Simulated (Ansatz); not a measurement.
# Se: field-gradient calculation

The run: field-gradient calculation of Se (3 atoms in the cell). Method and program: DFT, LDA, PAW with Ansatz's default frozen-core files, scalar-relativistic, no spin polarisation (Ansatz 0.2.0).

The structure derives from an entry of the Crystallography Open Database. It belongs to a series of runs on one base structure; here: zz strain of -1 %, PAW files. Figures and captions count atoms from 1; the log counts them from 0 in places.

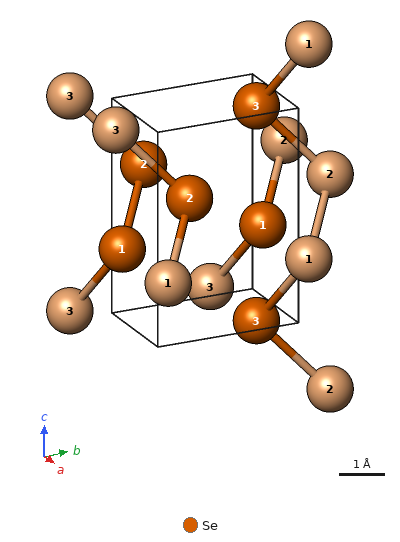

Fig. 1: The structure as given in the input (ball-and-stick view of the cell of the calculation, seen slightly off an axis; neighbours outside the cell are drawn fainter; atoms are numbered from 1 in the order of the input). An atom can appear more than once, as a periodic image.

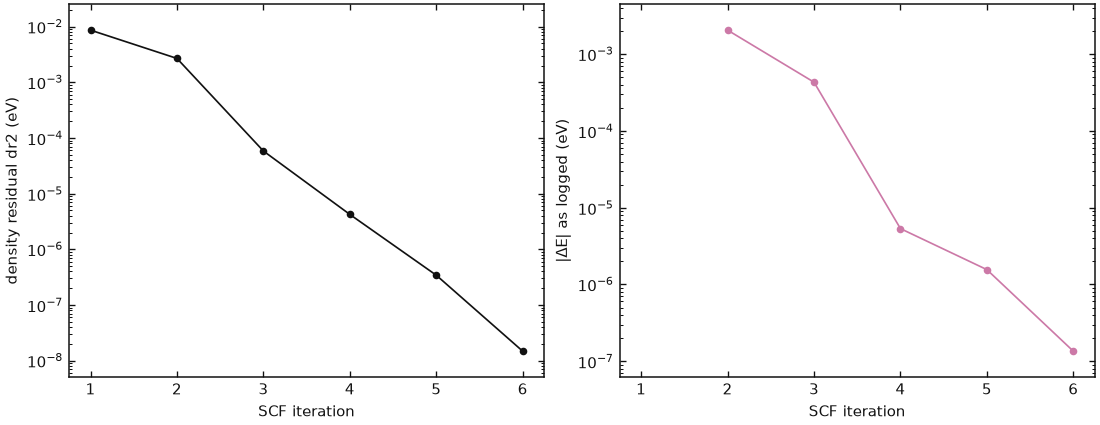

Fig. 2: Convergence of the self-consistent field: density residual dr2 and size of the energy change against the SCF iteration. The residual falls at every step.

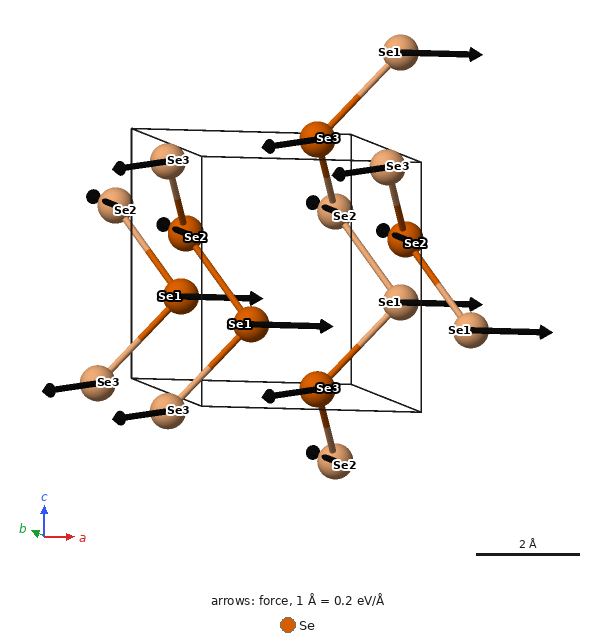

Fig. 3: Forces on the atoms as black arrows (ball-and-stick view of the cell of the calculation, seen slightly off an axis; neighbours outside the cell are drawn fainter; atoms are numbered from 1 in the order of the input). The largest act on all 3 Se atoms (0.33 eV/Å). The geometry is not a stationary point of this energy.

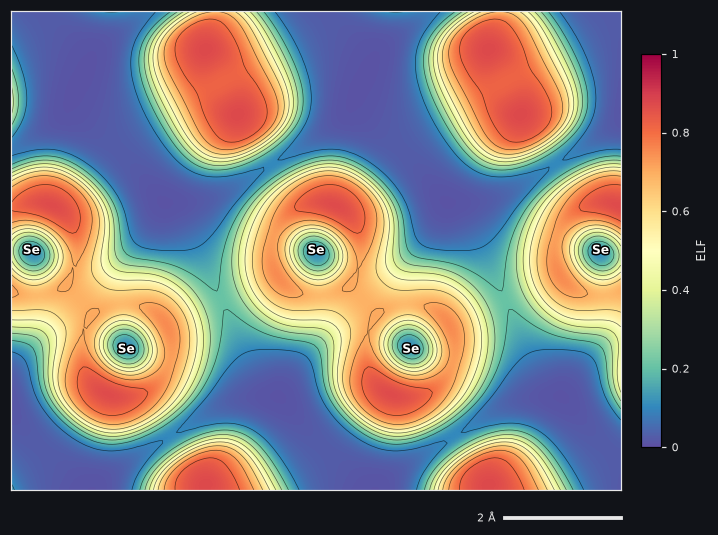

Fig. 4: ELF on the (110) plane of the conventional cell. Atoms in the plane: Se. Se–Se (2.36 Å): the ELF peaks at about 0.70 between the atoms. In a PAW calculation such maps are meaningful between the atoms, not at the nuclei.

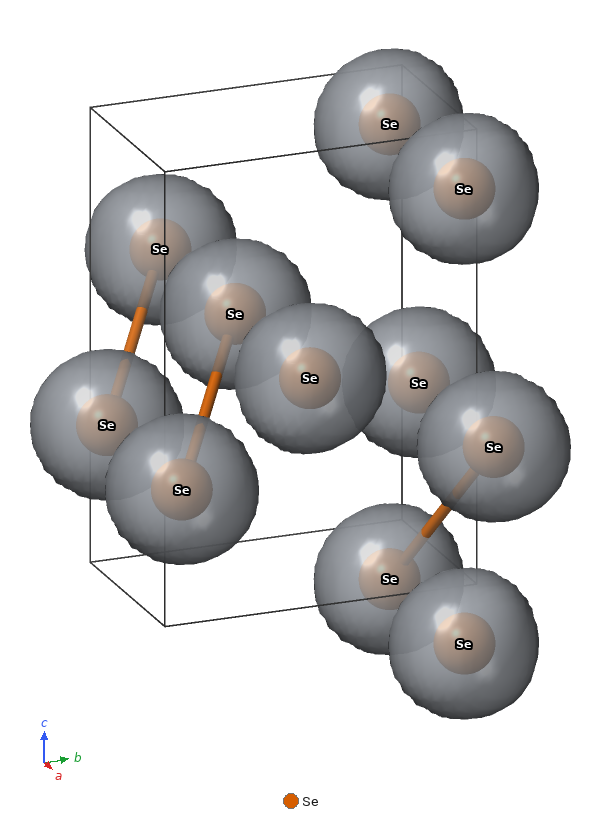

Fig. 5: Isosurface of the valence electron density at 1 e/Å³ (grey), seen slightly off an axis. Sticks mark near contacts. The outline is the cell set on symmetry axes. At this value the density breaks into separate islands; it holds about 70 % of the electrons treated as valence. It is pinched off along the Se–Se (2.36 Å) contacts. On the grid the lowest density along these lines, outside the cores, is 0.66 e/Å³ (Se–Se, 2.36 Å).

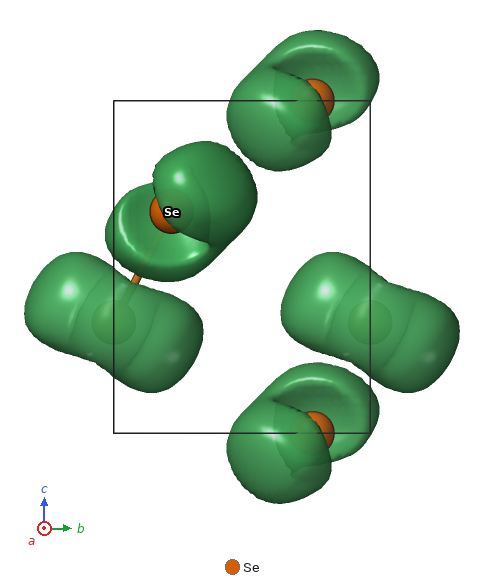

Fig. 6: Isosurface of the electron localisation function at 0.75 (green), seen along the a axis. Core shells and regions of very low density are left out. Sticks mark near contacts. The outline is the cell set on symmetry axes. Along the contacts the grid gives the following. Se–Se (2.36 Å): the ELF peaks at about 0.70 between the atoms.

The input and output of the run follow.

## Input file
```yaml
crystal:
  lattice:
    - [4.3661999489, 0.0, 0.0]
    - [-2.1830999745, 3.7812400738, 0.0]
    - [0.0, 0.0, 4.904064]
  atoms:
    - { symbol: Se, position: [0.2254, 0.0, 0.3333333333] }
    - { symbol: Se, position: [0.0, 0.2254, 0.6666666667] }
    - { symbol: Se, position: [0.7746, 0.7746, 0.0] }
kpoints:
  mp_grid: { grid: [6, 6, 5] }
scf:
  occupations: { method: fermi_dirac, width: 0.03 }
hamiltonian:
  xc: lda
  pseudopotentials: { kind: paw }
output:
  forces: true
  stress: true
  eigenvalues: true
  efg: { contact_densities: true }
  write_density: true
  write_potential: true
  elf: true
  volumetric_format: npy
```

Command:
```bash
ansatz run input.yaml --threads 1 --pin off --max-ram 4096MiB --backend cpu --events-out ev --progress --plain --runs-dir out
```

## Output
```
Engine: ansatz 0.2.0, aarch64-unknown-linux-gnu
Pseudopotentials: kind: paw
Pseudopotential: Se, paw, valence charge 16, recommended cutoff 420 eV (normal), Se.paw.azcp
Functional definition: SPW92
  exchange = slater_x
  correlation = pw_c
Crystal: 3 atoms, lattice volume = 80.964 Å³
Basis set: ecut = 420 eV, 1583 PW (Γ)
Bands: 29, of which v1, the nominal top of the filled ones, is band 24 counted from 1 (23 counted from 0)
Symmetry: 6 space group operations
Space group: P3121 (ITA 152), of the structure as read, at distance tolerance 4.3e-5 Å
k-points: 27 of 180 (time reversal used)
Non-local potential: Se, projectors of the file, l = 0: 2, l = 1: 2, l = 2: 3, l = 3: 1
PAW form: soft (Blöchl's): semilocal exchange-correlation on the pseudo side does not see the compensation charge
PAW frozen core: Se, regenerated for the run's functional, and the local potential with it (the file was generated under x = pbe(κ = 0.804, μ = 0.2195149727645171), c = pbe(β = 0.06672455060314922))
PAW one-centre angular grid: Se, 590 points (default); XC on 64 Gauss nodes
Initial density: superposition of atomic densities (neutral atoms: chi_scale 0, normalization atom), corrected by the library's trained network
Initial wavefunctions: pseudopotential atomic-orbital guess
Functional: x = slater, c = lda
SCF iter   1: F=—  HF=-16149.627723 eV  |F-HF|=—  |Δ(HF+E_count)|=         —  Δρ=4.95e-3  dr2=8.67e-3  ethr=1.77e-3  ⟨swp⟩=6.1  Hψ=3541  notcnv=0
preconditioner: auto → Resta (q_TF=auto, 2.501 Å⁻¹)  ε∞=3.8  [insulator: Δε(μ)=1.163 eV  Ē_g=10.425 eV  σ=0.030 eV  W_gap=1.00  n_scr=20 (ndim 8)  ℏωp=17.5 eV  f_vac=0.092  D(μ)=0.00/eV (n_scr^D=0)  ε∞_Penn≈3.8]
SCF iter   2: F=—  HF=-16149.625661 eV  |F-HF|=—  |Δ(HF+E_count)|=   2.06e-3  Δρ=2.68e-3  dr2=2.69e-3  ethr=1.81e-5  ⟨swp⟩=1.7  Hψ=1032  notcnv=0
SCF iter   3: F=—  HF=-16149.625229 eV  |F-HF|=—  |Δ(HF+E_count)|=   4.32e-4  Δρ=2.40e-4  dr2=5.84e-5  ethr=5.59e-6  ⟨swp⟩=2.0  Hψ=1032  notcnv=0
SCF iter   4: F=—  HF=-16149.625234 eV  |F-HF|=—  |Δ(HF+E_count)|=   5.34e-6  Δρ=6.57e-5  dr2=4.24e-6  ethr=1.22e-7  ⟨swp⟩=2.0  Hψ=963  notcnv=0
SCF iter   5: F=—  HF=-16149.625236 eV  |F-HF|=—  |Δ(HF+E_count)|=   1.56e-6  Δρ=1.79e-5  dr2=3.43e-7  ethr=8.83e-9  ⟨swp⟩=2.9  Hψ=1452  notcnv=0
SCF iter   6: F=-16149.625236 eV  HF=-16149.625236 eV  |F-HF|=5.19e-8  |Δ(HF+E_count)|=   1.35e-7  Δρ=4.27e-6  dr2=1.48e-8  ethr=2.08e-10  ⟨swp⟩=10.8  Hψ=6678  notcnv=0
SCF 1 converged in 6 iterations: F = -16149.625236 eV  dr2 = 1.48e-8
  greatest PAW one-centre occupation: 1.000 electrons in one spin orbital (limit 2), on the Se atom at site 0 (counted from 0), in its partial waves of l = 2
SCF converged after 6 iterations
Free energy (F): -16149.625236 eV
Harris-Foulkes:  -16149.625236 eV  (|F-HF|=5.19e-8)
Internal energy: -16149.625236 eV  (E = F + TS)
E sigma→0 (E₀):  -16149.625236 eV
Fermi energy:    7.252685 eV
--- Per-component energies (eV) ---
  E_band       = -1240.084140
  E_kinetic    = 353.869393
  E_local      = -7747.966076  (includes V_loc(G=0)·N_el)
  E_nonlocal   = -1763.504851
  E_hartree    = 3787.248595
  E_xc         = -309.171800
  E_vxc        = -293.299479  (∫ρ·V_xc dr)
  E_paw        = -5482.867841  (= ΣΔE_a)
  E_vpaw       = 636.323137  (= ΣTr[D̂ρ^β])
  E_aug_tail   = -0.001866  (compensation charges beyond the density's cutoff)
  E_ewald      = -4993.882876
  E_core_change = 6.652087  (= ΣΔE_core)
  E_smearing   = -0.000000  (= −TS)
  E_closure    = 0.000000  (closes the sum)
  Σ components = -16149.625236   (vs F -16149.625236, Δ=0.00e0)
--- Forces (eV/Å), atoms counted from 1 ---
  atom   1  Se     0.32802071     0.00000000     0.00000000
  atom   2  Se    -0.16401035     0.28407427    -0.00000000
  atom   3  Se    -0.16401035    -0.28407427    -0.00000000
  max |Σ_I F_I| component: 5.55e-17 eV/Å
--- Stress (GPa, compression-positive) ---
       -1.177122       0.000000      -0.000000
        0.000000      -1.177122       0.000000
       -0.000000       0.000000       0.860156
  P = ⅓ Tr σ = -0.4980 GPa (-4.980 kbar)
--- PAW observables at the nuclei: V_zz in 10²¹ V/m², potentials from the cell's mean, atoms counted from 1 ---
  atom   1  Se V_zz =   -50.753247   η = 0.3336   by run symmetry: allowed
            electrostatic potential = -4707.666573 V   contact ρ = 261649.375259 e/Å³
  atom   2  Se V_zz =   -50.753247   η = 0.3336   by run symmetry: allowed
            electrostatic potential = -4707.666573 V   contact ρ = 261649.375258 e/Å³
  atom   3  Se V_zz =   -50.753247   η = 0.3336   by run symmetry: allowed
            electrostatic potential = -4707.666573 V   contact ρ = 261649.375258 e/Å³
--- Band table (eV; the first three rows and the last of 27) ---
  k-point 0: bands = ["-41.7068", "-41.7068", "-41.6670", "-41.6608", "-41.6608", "-41.6105", "-41.4913", "-41.4864", "-41.4864", "-41.4424", "-41.4424", "-41.4389", "-41.4157", "-41.3879", "-41.3879", "-9.2539", "-5.0605", "-5.0605", "2.8388", "2.8388", "2.8673", "4.6402", "4.6402", "6.3302", "8.5909", "8.5909", "8.8121", "12.6473", "13.0670"]
  k-point 1: bands = ["-41.7194", "-41.6917", "-41.6679", "-41.6648", "-41.6540", "-41.6155", "-41.4911", "-41.4884", "-41.4845", "-41.4436", "-41.4411", "-41.4391", "-41.4133", "-41.3931", "-41.3844", "-9.0601", "-6.3923", "-3.7897", "2.3764", "2.9769", "3.1145", "4.6753", "5.0163", "6.0231", "8.2283", "8.3237", "8.4497", "13.4875", "13.5830"]
  k-point 2: bands = ["-41.7263", "-41.6788", "-41.6713", "-41.6668", "-41.6429", "-41.6282", "-41.4907", "-41.4898", "-41.4833", "-41.4444", "-41.4401", "-41.4394", "-41.4073", "-41.3999", "-41.3827", "-8.4894", "-7.5767", "-2.9270", "1.9106", "3.2064", "3.2784", "4.9254", "5.3910", "5.5427", "7.8075", "7.9471", "8.0338", "13.0134", "13.6257"]
  k-point 26: bands = ["-41.7263", "-41.6784", "-41.6711", "-41.6668", "-41.6430", "-41.6282", "-41.4908", "-41.4898", "-41.4832", "-41.4448", "-41.4399", "-41.4391", "-41.4085", "-41.4007", "-41.3812", "-8.0168", "-7.2365", "-4.0416", "1.0050", "1.4143", "2.0677", "5.3870", "6.1488", "6.5905", "8.1056", "9.4321", "9.5835", "13.1445", "14.5246"]
```

## File v_z.tsv
```
# z_ang	v_es[eV]	v_tot[eV]
# format = ansatz-planar-average/11
# xc	lda
# density_cutoff_ev	1680
# datasets	Se=:simpson_from_first_knot:soft:shift=-2261459
# lattice	4.366199949	0.000000000	0.000000000
# lattice	-2.183099974	3.781240074	0.000000000
# lattice	0.000000000	0.000000000	4.904064000
# sites	3
# site	34	0.984141468	0.000000000	1.634688000
# site	34	-0.492070734	0.852291513	3.269376000
# site	34	1.691029240	2.928948561	0.000000000
0.000000	5.972172e0	-3.634584e0
0.136224	5.964604e0	-3.601191e0
0.272448	5.954770e0	-3.502742e0
0.408672	5.962137e0	-3.359302e0
0.544896	6.030545e0	-3.174380e0
0.681120	6.135178e0	-3.001532e0
0.817344	6.176472e0	-2.939787e0
0.953568	6.135178e0	-3.001532e0
1.089792	6.030545e0	-3.174380e0
1.226016	5.962137e0	-3.359302e0
1.362240	5.954770e0	-3.502742e0
1.498464	5.964604e0	-3.601191e0
1.634688	5.972172e0	-3.634584e0
1.770912	5.964604e0	-3.601191e0
1.907136	5.954770e0	-3.502742e0
2.043360	5.962137e0	-3.359302e0
2.179584	6.030545e0	-3.174380e0
2.315808	6.135178e0	-3.001532e0
2.452032	6.176472e0	-2.939787e0
2.588256	6.135178e0	-3.001532e0
2.724480	6.030545e0	-3.174380e0
2.860704	5.962137e0	-3.359302e0
2.996928	5.954770e0	-3.502742e0
3.133152	5.964604e0	-3.601191e0
3.269376	5.972172e0	-3.634584e0
3.405600	5.964604e0	-3.601191e0
3.541824	5.954770e0	-3.502742e0
3.678048	5.962137e0	-3.359302e0
3.814272	6.030545e0	-3.174380e0
3.950496	6.135178e0	-3.001532e0
4.086720	6.176472e0	-2.939787e0
4.222944	6.135178e0	-3.001532e0
4.359168	6.030545e0	-3.174380e0
4.495392	5.962137e0	-3.359302e0
4.631616	5.954770e0	-3.502742e0
4.767840	5.964604e0	-3.601191e0
```

## Summary

| quantity | value |
| --- | --- |
| outcome | converged |
| space group (tolerance 0.01 Å) | P3₁21 (152) |
| electrons treated | 48 |
| free energy | −16149.6252 eV |
| Fermi energy | 7.253 eV |
| gap on the k-point mesh | 1.17 eV |
| pressure | −0.50 GPa |
| field gradient V_zz (10²¹ V/m²) | Se −50.75, Se −50.75, Se −50.75 |
| largest force (length of the vector) | 0.328 eV/Å |
| hardware | 1 thread of Arm Neoverse V1, 112 GiB of memory available, shared host |
| wall time | 10 s |
| peak memory | 0.33 GiB |
